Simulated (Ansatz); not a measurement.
# ZrC2: what a guessed cell relaxes into

Aim: relax a trial structure of ZrC2 and see where it ends.

Computed with Ansatz 0.2.0 (DFT PBE, scalar-relativistic, plane waves, PAW, unless a step's input says otherwise).

### 1 The starting structure

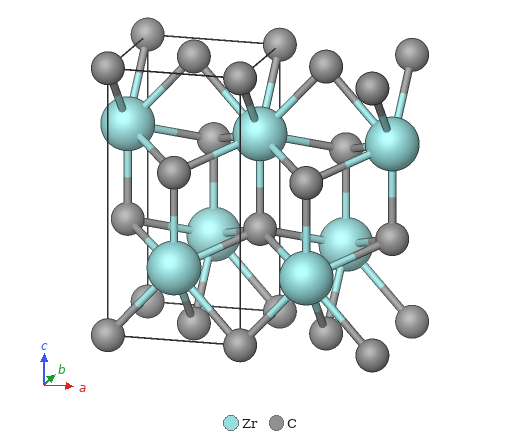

The starting structure, seen slightly off an axis (zirconium light teal, carbon grey). 2×1×1 cells are drawn. Atoms on the faces are drawn again on the opposite ones.

Structure file:

```cif
data_structure
_symmetry_space_group_name_H-M 'P 1'
_symmetry_Int_Tables_number 1
_cell_length_a 3.4019
_cell_length_b 3.4019
_cell_length_c 6.8009
_cell_angle_alpha 90.000
_cell_angle_beta 90.000
_cell_angle_gamma 90.000
_cell_volume 78.71
loop_
_atom_site_label
_atom_site_type_symbol
_atom_site_fract_x
_atom_site_fract_y
_atom_site_fract_z
_atom_site_occupancy
Zr1 Zr 0.00000 0.50000 0.72904 1
Zr2 Zr 0.50000 0.00000 0.27096 1
C1 C 0.00000 0.50000 0.37272 1
C2 C 0.50000 0.00000 0.62728 1
C3 C 0.00000 0.00000 0.00000 1
C4 C 0.50000 0.50000 0.00000 1
```

Recipe of the guess: species swapped into a database cell of ErTe2 (P4/nmm, No. 129), with Zr on the Er sites and C on the Te sites. Lengths come from tabulated atomic sizes and are only a guess.

### 2 The guess as it stands, on a coarse mesh

input.yaml

```yaml
crystal:
  lattice:
    - [3.40194447, 0.0, 0.0]
    - [0.0, 3.40194447, 0.0]
    - [0.0, 0.0, 6.80089769]
  atoms:
    - { symbol: Zr, position: [0.0, 0.5, 0.72903901] }
    - { symbol: Zr, position: [0.5, 0.0, 0.27096099] }
    - { symbol: C, position: [0.0, 0.5, 0.372715] }
    - { symbol: C, position: [0.5, 0.0, 0.627285] }
    - { symbol: C, position: [0.0, 0.0, 0.0] }
    - { symbol: C, position: [0.5, 0.5, 0.0] }
basis:
  ecutwfc: 420
kpoints:
  mp_grid: { grid: [6, 6, 4] }
hamiltonian:
  xc: pbe
scf:
  occupations: { method: gaussian, width: 0.1 }
  lower_state_search: "off"
output:
  forces: true
  stress: true
  eigenvalues: true
```

Launch:

```bash
> ansatz run input.yaml --threads 1 --pin off --max-ram 2048MiB --backend cpu --events-out ev --progress --plain --runs-dir out
```

Standard output (excerpt; [...] marks lines left out):

```text
[...]
SCF converged after 7 iterations
Free energy (F): -9364.420161 eV
[...]
E sigma→0 (E₀):  -9364.407701 eV
Entropy (-TS):   -0.024921 eV (-4.154 meV/atom)
Fermi energy:    10.574685 eV
[...]
--- Forces (eV/Å), atoms counted from 1 ---
  atom   1  Zr     0.00000000     0.00000000    -1.25953958
  atom   2  Zr     0.00000000     0.00000000     1.25953958
  atom   3  C      0.00000000     0.00000000    -0.80885391
  atom   4  C      0.00000000     0.00000000     0.80885391
  atom   5  C      0.00000000     0.00000000     0.00000000
  atom   6  C      0.00000000     0.00000000    -0.00000000
[...]
--- Stress (GPa, compression-positive) ---
      -26.530292       0.000000       0.000000
        0.000000     -26.530292       0.000000
        0.000000       0.000000     -20.602283
  P = ⅓ Tr σ = -24.5543 GPa (-245.543 kbar)
--- Band table (eV; the first three rows and the last of 30) ---
  k-point 0: bands = ["-37.5832", "-37.5738", "-15.7452", "-15.5744", "-15.4566", "-15.4566", "-15.4297", "-15.4297", "-1.4024", "1.0068", "1.7064", "4.9128", "7.8327", "7.9544", "8.1729", "8.1729", "9.1660", "9.9672", "9.9672", "11.6121", "11.9338", "11.9338", "12.7664", "13.6985", [...]
[...]
```

Wall time 3.6 s (1 thread of Arm Neoverse V2, shared host); peak memory 0.41 GiB.

From the probe: pressure -24.6 GPa, largest force 1.26 eV/Å, gap on this mesh none (metal). A guess like this is first relaxed loosely on the coarse mesh.

### 3 A loose first relaxation

Edit input.yaml of step 2 so:

```diff
@@ -25 +25,6 @@
   eigenvalues: true
+relax:
+  adjacent_minimum: "off"
+  f_tol: 0.04
+  max_steps: 70
+  cell: { stress_tol: 0.4 }
```

Launch:

```bash
> ansatz run input.yaml --threads 1 --pin off --max-ram 2048MiB --backend cpu --events-out ev --progress --plain --runs-dir out
```

Standard output:

```text
Warning: RAYON_NUM_THREADS=1 ignored (pool sized by the plan → 1); use --threads N
Engine: ansatz 0.2.0, aarch64-unknown-linux-gnu
Pseudopotentials: kind: paw
Pseudopotential: Zr, paw, valence charge 12, recommended cutoff 420 eV (normal), Zr.paw.azcp
Pseudopotential: C, paw, valence charge 4, recommended cutoff 420 eV (normal), C.paw.azcp
Functional definition: PBE
  parameter kappa = 0.804
  parameter beta = 0.06672455060314922
  exchange = pbe_x(kappa = kappa, mu = beta*pi^2/3)
  correlation = pbe_c(beta = beta)
Crystal: 6 atoms, lattice volume = 78.708 Å³
Basis set: ecut = 420 eV, 1555 PW (Γ), exchange–correlation on 48×48×96 points (8 copies of the dense FFT grid, shifted against one another)
Bands: 26, of which v1, the nominal top of the filled ones, is band 20 counted from 1 (19 counted from 0)
Symmetry: 16 space group operations
Space group: P4/nmm (ITA 129), of the structure as read, at distance tolerance 4.3e-5 Å
k-points: 30 of 144
Non-local potential: Zr, projectors of the file, l = 0: 3, l = 1: 2, l = 2: 2, l = 3: 2
Non-local potential: C, projectors of the file, l = 0: 2, l = 1: 2, l = 2: 1
PAW form: soft (Blöchl's): semilocal exchange-correlation on the pseudo side does not see the compensation charge
PAW one-centre angular grid: Zr, 590 points (default); XC on 64 Gauss nodes
PAW one-centre angular grid: C, 110 points (default); XC on 64 Gauss nodes
Initial density: superposition of atomic densities (neutral atoms: chi_scale 0, normalization atom), corrected by the library's trained network
Initial wavefunctions: pseudopotential atomic-orbital guess
Functional: x = pbe(κ = 0.804, μ = 0.2195149727645171), c = pbe(β = 0.06672455060314922)
SCF iter   1: F=—  HF=-9364.432145 eV  |F-HF|=—  |Δ(HF+E_count)|=         —  Δρ=8.98e-3  dr2=1.88e-1  ethr=1.77e-3  ⟨swp⟩=4.1  Hψ=3080  notcnv=0
preconditioner: auto → Kerker (q_TF=auto, 2.437 Å⁻¹)  [metal: Δε(μ)=0.040 eV  Ē_g=6.679 eV  σ=0.100 eV  W_gap=0.22  n_scr=16 (ndim 8)  ℏωp=20.5 eV  f_vac=0.000  D(μ)=4.62/eV (n_scr^D=46)]
SCF iter   2: F=—  HF=-9364.422035 eV  |F-HF|=—  |Δ(HF+E_count)|=   1.01e-2  Δρ=4.26e-3  dr2=3.86e-2  ethr=4.70e-4  ⟨swp⟩=1.0  Hψ=1020  notcnv=0
SCF iter   3: F=—  HF=-9364.420081 eV  |F-HF|=—  |Δ(HF+E_count)|=   1.95e-3  Δρ=6.61e-4  dr2=2.63e-4  ethr=9.65e-5  ⟨swp⟩=1.0  Hψ=757  notcnv=0
SCF iter   4: F=—  HF=-9364.420106 eV  |F-HF|=—  |Δ(HF+E_count)|=   2.54e-5  Δρ=1.34e-4  dr2=2.20e-5  ethr=6.57e-7  ⟨swp⟩=2.0  Hψ=1110  notcnv=0
SCF iter   5: F=—  HF=-9364.420161 eV  |F-HF|=—  |Δ(HF+E_count)|=   5.48e-5  Δρ=3.98e-5  dr2=1.19e-6  ethr=5.50e-8  ⟨swp⟩=2.0  Hψ=1028  notcnv=0
SCF iter   6: F=—  HF=-9364.420161 eV  |F-HF|=—  |Δ(HF+E_count)|=   2.01e-7  Δρ=1.08e-5  dr2=1.08e-7  ethr=2.50e-10  ⟨swp⟩=6.4  Hψ=3316  notcnv=0
SCF iter   7: F=-9364.420161 eV  HF=-9364.420161 eV  |F-HF|=2.49e-10  |Δ(HF+E_count)|=   2.27e-8  Δρ=1.94e-6  dr2=3.32e-9  ethr=2.50e-10  ⟨swp⟩=3.3  Hψ=2189  notcnv=0
SCF 1 converged in 7 iterations: F = -9364.420161 eV  dr2 = 3.32e-9
relax step   1: F+E_penalty+E_count = -9364.42016133 eV  Δ(F+E_penalty+E_count) = +0.000e0 eV  max|allowed force component| = 1.260e0 eV/Å  Δτ_max = 0.0000 Å  P = -24.554 GPa  Ω = 78.708 Å³  (7 SCF iters, dr2 threshold 1.00e-7 eV, accepted)
Crystal: 6 atoms, lattice volume = 68.670 Å³
Basis set: ecut = 420 eV, 1373 PW (Γ), exchange–correlation on 48×48×96 points (8 copies of the dense FFT grid, shifted against one another)
Initial density: handed on by an earlier stage of this run
Initial wavefunctions: those handed on with the density
SCF iter   1: F=—  HF=-9366.508141 eV  |F-HF|=—  |Δ(HF+E_count)|=         —  Δρ=5.49e-2  dr2=8.35e0  ethr=3.10e-3  ⟨swp⟩=7.0  Hψ=3498  notcnv=0
preconditioner: auto → Kerker (q_TF=auto, 2.493 Å⁻¹)  [metal: Δε(μ)=0.021 eV  Ē_g=14.626 eV  σ=0.100 eV  W_gap=0.12  n_scr=16 (ndim 8)  ℏωp=26.9 eV  f_vac=0.000  D(μ)=5.21/eV (n_scr^D=54)]
SCF iter   2: F=—  HF=-9365.918294 eV  |F-HF|=—  |Δ(HF+E_count)|=   5.90e-1  Δρ=2.48e-2  dr2=2.10e0  ethr=3.10e-3  ⟨swp⟩=2.1  Hψ=1158  notcnv=0  defer=14
SCF iter   3: F=—  HF=-9365.788264 eV  |F-HF|=—  |Δ(HF+E_count)|=   1.30e-1  Δρ=1.23e-2  dr2=2.73e-1  ethr=3.10e-3  ⟨swp⟩=2.2  Hψ=989  notcnv=0  defer=14
SCF iter   4: F=—  HF=-9365.766840 eV  |F-HF|=—  |Δ(HF+E_count)|=   2.14e-2  Δρ=1.81e-3  dr2=3.96e-3  ethr=6.83e-4  ⟨swp⟩=1.6  Hψ=1050  notcnv=0  defer=28
SCF iter   5: F=—  HF=-9365.766262 eV  |F-HF|=—  |Δ(HF+E_count)|=   5.78e-4  Δρ=1.20e-3  dr2=5.39e-3  ethr=9.91e-6  ⟨swp⟩=2.1  Hψ=1012  notcnv=0  defer=28
SCF iter   6: F=—  HF=-9365.765913 eV  |F-HF|=—  |Δ(HF+E_count)|=   3.49e-4  Δρ=5.81e-4  dr2=1.16e-3  ethr=9.91e-6  ⟨swp⟩=1.0  Hψ=752  notcnv=0  defer=28
SCF iter   7: F=—  HF=-9365.765830 eV  |F-HF|=—  |Δ(HF+E_count)|=   8.30e-5  Δρ=7.51e-5  dr2=1.85e-5  ethr=2.90e-6  ⟨swp⟩=1.1  Hψ=755  notcnv=0  defer=28
SCF iter   8: F=—  HF=-9365.765816 eV  |F-HF|=—  |Δ(HF+E_count)|=   1.40e-5  Δρ=6.61e-6  dr2=2.51e-8  ethr=1.50e-9  ⟨swp⟩=6.8  Hψ=3654  notcnv=0
SCF iter   9: F=-9365.765816 eV  HF=-9365.765816 eV  |F-HF|=5.28e-9  |Δ(HF+E_count)|=   5.57e-9  Δρ=1.99e-6  dr2=6.54e-9  ethr=6.26e-11  ⟨swp⟩=1.2  Hψ=1990  notcnv=0
SCF 2 converged in 9 iterations: F = -9365.765816 eV  dr2 = 6.54e-9
relax step   2: F+E_penalty+E_count = -9365.76581603 eV  Δ(F+E_penalty+E_count) = -1.346e0 eV  max|allowed force component| = 6.184e-1 eV/Å  Δτ_max = 0.0792 Å  P = -7.083 GPa  Ω = 68.670 Å³  energy of the carried Pulay correction = +1.769e-2 eV  (9 SCF iters, dr2 threshold 6.00e-7 eV, accepted)
Crystal: 6 atoms, lattice volume = 64.933 Å³
Basis set: ecut = 420 eV, 1253 PW (Γ), exchange–correlation on 48×48×96 points (8 copies of the dense FFT grid, shifted against one another)
SCF iter   1: F=—  HF=-9366.398591 eV  |F-HF|=—  |Δ(HF+E_count)|=         —  Δρ=4.46e-2  dr2=4.93e0  ethr=3.10e-3  ⟨swp⟩=8.7  Hψ=3635  notcnv=0
preconditioner: auto → Kerker (q_TF=auto, 2.517 Å⁻¹)  [metal: Δε(μ)=0.051 eV  Ē_g=14.820 eV  σ=0.100 eV  W_gap=0.27  n_scr=16 (ndim 8)  ℏωp=27.6 eV  f_vac=0.000  D(μ)=5.70/eV (n_scr^D=60)]
SCF iter   2: F=—  HF=-9366.026393 eV  |F-HF|=—  |Δ(HF+E_count)|=   3.72e-1  Δρ=2.20e-2  dr2=1.45e0  ethr=3.10e-3  ⟨swp⟩=1.9  Hψ=1068  notcnv=0  defer=2
SCF iter   3: F=—  HF=-9365.932054 eV  |F-HF|=—  |Δ(HF+E_count)|=   9.43e-2  Δρ=1.11e-2  dr2=2.08e-1  ethr=3.10e-3  ⟨swp⟩=2.3  Hψ=962  notcnv=0  defer=2
SCF iter   4: F=—  HF=-9365.914458 eV  |F-HF|=—  |Δ(HF+E_count)|=   1.76e-2  Δρ=1.53e-3  dr2=2.19e-3  ethr=5.21e-4  ⟨swp⟩=1.7  Hψ=1069  notcnv=0  defer=25
SCF iter   5: F=—  HF=-9365.914082 eV  |F-HF|=—  |Δ(HF+E_count)|=   3.75e-4  Δρ=1.06e-3  dr2=3.53e-3  ethr=5.47e-6  ⟨swp⟩=2.0  Hψ=1077  notcnv=0  defer=25
SCF iter   6: F=—  HF=-9365.913876 eV  |F-HF|=—  |Δ(HF+E_count)|=   2.06e-4  Δρ=6.11e-4  dr2=1.11e-3  ethr=5.47e-6  ⟨swp⟩=1.0  Hψ=755  notcnv=0  defer=25
SCF iter   7: F=—  HF=-9365.913793 eV  |F-HF|=—  |Δ(HF+E_count)|=   8.36e-5  Δρ=7.63e-5  dr2=1.68e-5  ethr=2.77e-6  ⟨swp⟩=1.1  Hψ=760  notcnv=0  defer=25
SCF iter   8: F=—  HF=-9365.913782 eV  |F-HF|=—  |Δ(HF+E_count)|=   1.12e-5  Δρ=8.26e-6  dr2=6.80e-8  ethr=1.50e-9  ⟨swp⟩=7.0  Hψ=3517  notcnv=0
SCF iter   9: F=-9365.913782 eV  HF=-9365.913782 eV  |F-HF|=2.82e-8  |Δ(HF+E_count)|=   1.38e-9  Δρ=3.85e-6  dr2=3.08e-8  ethr=1.70e-10  ⟨swp⟩=1.9  Hψ=2142  notcnv=0
SCF 3 converged in 9 iterations: F = -9365.913782 eV  dr2 = 3.08e-8
relax step   3: F+E_penalty+E_count = -9365.91378158 eV  Δ(F+E_penalty+E_count) = -1.480e-1 eV  max|allowed force component| = 2.531e-1 eV/Å  Δτ_max = 0.0914 Å  P = +4.246 GPa  Ω = 64.933 Å³  energy of the carried Pulay correction = +2.491e-2 eV  (9 SCF iters, dr2 threshold 6.00e-7 eV, accepted)
[... 12 lines left out ...]
relax step   4: F+E_penalty+E_count = -9365.94087828 eV  Δ(F+E_penalty+E_count) = -2.710e-2 eV  max|allowed force component| = 7.940e-2 eV/Å  Δτ_max = 0.0176 Å  P = -0.050 GPa  Ω = 66.167 Å³  energy of the carried Pulay correction = +2.248e-2 eV  (6 SCF iters, dr2 threshold 6.00e-7 eV, accepted)
[... 11 lines left out ...]
relax step   5: F+E_penalty+E_count = -9365.94340035 eV  Δ(F+E_penalty+E_count) = -2.522e-3 eV  max|allowed force component| = 4.916e-2 eV/Å  Δτ_max = 0.0242 Å  P = -0.299 GPa  Ω = 66.199 Å³  energy of the carried Pulay correction = +2.242e-2 eV  (6 SCF iters, dr2 threshold 6.00e-7 eV, accepted)
[... 11 lines left out ...]
relax step   6: F+E_penalty+E_count = -9365.94406068 eV  Δ(F+E_penalty+E_count) = -6.603e-4 eV  max|allowed force component| = 1.263e-2 eV/Å  Δτ_max = 0.0028 Å  P = -0.102 GPa  Ω = 66.115 Å³  energy of the carried Pulay correction = +2.258e-2 eV  (6 SCF iters, dr2 threshold 6.00e-7 eV, accepted)
[... 12 lines left out ...]
relax step   7: F+E_penalty+E_count = -9365.93335600 eV  Δ(F+E_penalty+E_count) = +1.070e-2 eV  max|allowed force component| = 1.122e-2 eV/Å  Δτ_max = 0.0000 Å  P = -0.375 GPa  Ω = 66.115 Å³  stress off target by 5.54e-1 GPa  SCF on the basis re-selected at this cell (its energy is not comparable with the rows above)  (6 SCF iters)
[... 13 lines left out ...]
relax step   8: F+E_penalty+E_count = -9365.93384856 eV  Δ(F+E_penalty+E_count) = -4.926e-4 eV  max|allowed force component| = 1.292e-2 eV/Å  Δτ_max = 0.0011 Å  P = -0.016 GPa  Ω = 65.984 Å³  energy of the carried Pulay correction = +2.463e-4 eV  (6 SCF iters, dr2 threshold 6.00e-7 eV, accepted)
iter 1 solved again at ethr=3.69e-8 eV; its pass at ethr=3.10e-3 eV (dr2=1.48e-5 eV) is discarded
SCF iter   1: F=—  HF=-9365.933674 eV  |F-HF|=—  |Δ(HF+E_count)|=         —  Δρ=7.65e-6  dr2=6.06e-9  ethr=3.69e-8  ⟨swp⟩=3.4  Hψ=5280  notcnv=0
preconditioner: auto → Kerker (q_TF=auto, 2.510 Å⁻¹)  [metal: Δε(μ)=0.035 eV  Ē_g=14.674 eV  σ=0.100 eV  W_gap=0.19  n_scr=16 (ndim 8)  ℏωp=27.4 eV  f_vac=0.000  D(μ)=4.07/eV (n_scr^D=38)]
SCF iter   2: F=—  HF=-9365.933667 eV  |F-HF|=—  |Δ(HF+E_count)|=   6.89e-6  Δρ=3.85e-6  dr2=1.35e-9  ethr=1.52e-11  ⟨swp⟩=2.7  Hψ=1504  notcnv=0
iter 3 did not close the SCF: its close was put off for the readings that it lacked (scf_convergence_deferred on its scf_iter line)
SCF iter   3: F=-9365.933667 eV  HF=-9365.933667 eV  |F-HF|=2.86e-10  |Δ(HF+E_count)|=   5.43e-9  Δρ=9.14e-7  dr2=8.18e-11  ethr=3.36e-12  ⟨swp⟩=2.0  Hψ=1138  notcnv=0
iter 4 did not close the SCF: its close was put off for the readings that it lacked (scf_convergence_deferred on its scf_iter line)
SCF iter   4: F=-9365.933667 eV  HF=-9365.933667 eV  |F-HF|=1.82e-12  |Δ(HF+E_count)|=  2.96e-10  Δρ=1.43e-7  dr2=5.75e-12  ethr=1.00e-12  ⟨swp⟩=1.0  Hψ=780  notcnv=0
iter 5 did not close the SCF: its close was put off for the readings that it lacked (scf_convergence_deferred on its scf_iter line)
SCF iter   5: F=-9365.933667 eV  HF=-9365.933667 eV  |F-HF|=7.28e-12  |Δ(HF+E_count)|=  9.09e-12  Δρ=4.14e-8  dr2=8.22e-13  ethr=1.00e-12  ⟨swp⟩=1.0  Hψ=780  notcnv=0
iter 6 did not close the SCF: its close was put off for the readings that it lacked (scf_convergence_deferred on its scf_iter line)
SCF iter   6: F=-9365.933667 eV  HF=-9365.933667 eV  |F-HF|=1.82e-12  |Δ(HF+E_count)|=  3.64e-12  Δρ=9.42e-9  dr2=7.39e-14  ethr=1.00e-12  ⟨swp⟩=1.0  Hψ=780  notcnv=0
SCF iter   7: F=-9365.933667 eV  HF=-9365.933667 eV  |F-HF|=1.82e-12  |Δ(HF+E_count)|=  1.82e-12  Δρ=1.64e-9  dr2=1.66e-15  ethr=1.00e-12  ⟨swp⟩=1.0  Hψ=1680  notcnv=0
SCF 9 converged in 7 iterations: F = -9365.933667 eV  dr2 = 1.66e-15
relax step   9: F+E_penalty+E_count = -9365.93366667 eV  Δ(F+E_penalty+E_count) = +1.819e-4 eV  max|allowed force component| = 1.292e-2 eV/Å  Δτ_max = 0.0000 Å  P = -0.020 GPa  Ω = 65.984 Å³  stress off target by 8.12e-2 GPa  SCF on the basis re-selected at this cell (its energy is not comparable with the rows above)  (7 SCF iters)
basis re-selected at this cell: Δ(F+E_penalty+E_count) = +1.819e-4 eV, ΔP = -0.004 GPa vs the last step (what re-selecting the basis moved, of the pressure what is left beyond the Pulay correction that the steps carried, after the strain that the cell walked since its last selection, with what the two solves' SCF thresholds leave and, on support functions, any second-order correction that the steps lacked; it is no measure of the basis error at this ecutwfc). This SCF's stress stands 8.12e-2 GPa from its target on what of the cell is left free (relax.cell.stress_tol is 4.00e-1 GPa) and its largest allowed force component is 1.29e-2 eV/Å (relax.f_tol is 4.00e-2 eV/Å): within both
SCF converged after 7 iterations
Free energy (F): -9365.933667 eV
Harris-Foulkes:  -9365.933667 eV  (|F-HF|=1.82e-12)
Internal energy: -9365.913332 eV  (E = F + TS)
E sigma→0 (E₀):  -9365.923499 eV
Entropy (-TS):   -0.020335 eV (-3.389 meV/atom)
Fermi energy:    13.565397 eV
--- Per-component energies (eV) ---
  E_band       = -74.677350
  E_kinetic    = 1004.658683
  E_local      = -1325.596154  (includes V_loc(G=0)·N_el)
  E_nonlocal   = 265.309837
  E_hartree    = 389.897097
  E_xc         = -514.532942
  E_vxc        = -618.853164  (∫ρ·V_xc dr)
  E_paw        = -6299.250370  (= ΣΔE_a)
  E_vpaw       = -179.990809  (= ΣTr[D̂ρ^β])
  E_aug_tail   = 0.000063  (compensation charges beyond the density's cutoff)
  E_ewald      = -2886.399546
  E_smearing   = -0.020335  (= −TS)
  E_closure    = 0.000000  (closes the sum)
  Σ components = -9365.933667   (vs F -9365.933667, Δ=0.00e0)
--- Forces (eV/Å), atoms counted from 1 ---
  atom   1  Zr     0.00000000     0.00000000    -0.01292282
  atom   2  Zr    -0.00000000     0.00000000     0.01292282
  atom   3  C     -0.00000000     0.00000000     0.00533728
  atom   4  C      0.00000000     0.00000000    -0.00533728
  atom   5  C      0.00000000     0.00000000     0.00000000
  atom   6  C     -0.00000000     0.00000000     0.00000000
  max |Σ_I F_I| component: 5.81e-17 eV/Å
--- Stress (GPa, compression-positive) ---
        0.010560      -0.000000       0.000000
       -0.000000       0.010560      -0.000000
        0.000000      -0.000000      -0.081238
  P = ⅓ Tr σ = -0.0200 GPa (-0.200 kbar)
--- Band table (eV; the first three rows and the last of 30) ---
  k-point 0: bands = ["-34.1710", "-34.1312", "-12.6240", "-12.2198", "-12.0713", "-12.0713", "-11.9879", "-11.9879", "0.2618", "3.3164", "3.7270", "8.1223", "10.1037", "10.5976", "10.6606", "10.6606", "11.7297", "12.9545", "12.9545", "13.9447", "14.5544", "14.5544", "16.1815", "17.0438", "17.0438", "17.4769"]
  k-point 1: bands = ["-34.1698", "-34.1324", "-12.5872", "-12.2609", "-12.0673", "-12.0673", "-11.9920", "-11.9920", "0.4416", "2.7872", "3.9877", "8.1462", "9.7026", "10.6847", "10.6847", "11.4948", "11.5152", "12.8733", "12.8733", "14.4429", "14.6244", "14.6244", "15.4622", "17.1356", "17.1356", "17.5066"]
  k-point 2: bands = ["-34.1684", "-34.1338", "-12.5377", "-12.3148", "-12.0628", "-12.0628", "-11.9966", "-11.9966", "0.6789", "2.3465", "4.1093", "8.1711", "9.5088", "10.7103", "10.7103", "11.3051", "12.5574", "12.7941", "12.7941", "14.4223", "14.7004", "14.7004", "15.0140", "17.1963", "17.1963", "17.2458"]
  k-point 29: bands = ["-34.0461", "-34.0461", "-12.6078", "-12.6078", "-12.5011", "-12.5011", "-12.2537", "-12.2537", "3.5638", "3.5638", "4.6151", "4.6151", "8.1240", "8.1240", "10.3348", "10.3348", "11.5319", "11.5319", "13.5709", "13.5709", "13.6510", "13.6510", "19.0554", "19.0554", "19.1372", "19.1372"]
--- Relaxed structure (7 steps of the walk, 7 accepted, 2 SCFs on fresh bases) ---
  F+E_penalty+E_count = -9365.93366667 eV   max|allowed force component| = 1.292e-2 eV/Å   (the final SCF, on the basis selected at the relaxed cell)
  cell:  # Å, volume = 65.9837 Å³
    - [3.214747515621306, 1.2612894422738408e-33, 0.0]
    - [1.2612894422738408e-33, 3.214747515621306, 0.0]
    - [0.0, 0.0, 6.38473188657443]
  atoms:
    - { symbol: Zr, position: [-7.371435083284067e-36, 0.4999999999999999, 0.710228497337002] }
    - { symbol: Zr, position: [0.4999999999999999, 2.580002279149402e-36, 0.28977150266299795] }
    - { symbol: C, position: [6.781720276621282e-36, 0.4999999999999999, 0.34262959921497244] }
    - { symbol: C, position: [0.4999999999999999, 1.6954300691553312e-36, 0.6573704007850275] }
    - { symbol: C, position: [-1.0909723923260379e-35, -1.1573153080755942e-35, -3.4009696073456838e-19] }
    - { symbol: C, position: [0.4999999999999999, 0.4999999999999999, -3.4009696073456746e-19] }
```

Run time: 35 s. Hardware: 1 thread of Arm Neoverse V2, shared host; peak memory 0.43 GiB.

Step by step:

```
step  energy from step 1 (eV/cell)  largest force component (eV/Å)  pressure (GPa)  volume (Å³)
   1                        0.0000                          1.2595          -24.55        78.71
   2                       -1.3457                          0.6184           -7.08        68.67
   3                       -1.4936                          0.2531            4.25        64.93
   4                       -1.5207                          0.0794           -0.05        66.17
   5                       -1.5232                          0.0492           -0.30        66.20
   6                       -1.5239                          0.0126           -0.10        66.11
   7                       -1.5132                          0.0112           -0.38        66.11
   8                       -1.5137                          0.0129           -0.02        65.98
   9                       -1.5135                          0.0129           -0.02        65.98
```

Step 1 is the start. Steps 7, 9 each repeat the geometry before them on a plane-wave basis chosen anew, so the energy can jump there without any move.

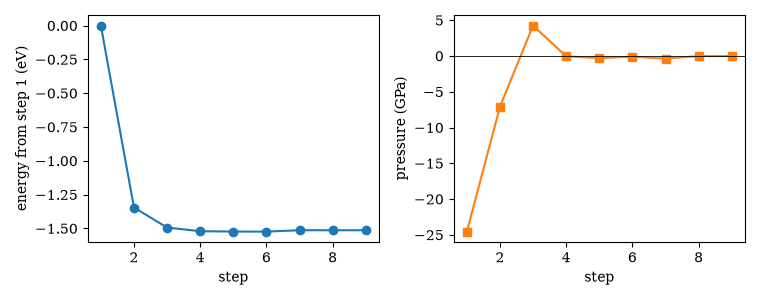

Energy and pressure along the relaxation.

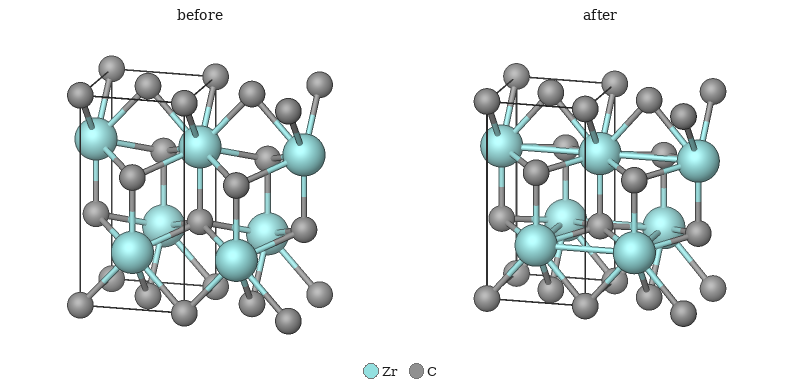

Before and after, at one scale.

|  | before | after | change |
| --- | --- | --- | --- |
| a (Å) | 3.402 | 3.215 | -5.5 % |
| b (Å) | 3.402 | 3.215 | -5.5 % |
| c (Å) | 6.801 | 6.385 | -6.1 % |
| volume (Å³/atom) | 13.12 | 11.00 | -16.2 % |
| shortest distance (Å) | 2.406 | 2.273 | -5.5 % |
| space group (0.01 Å) | P4/nmm | P4/nmm | same |

Forces and stress were held to the start's 16 operations: a distortion of lower symmetry was not tested.

(Part 1 of 2 ends here.)
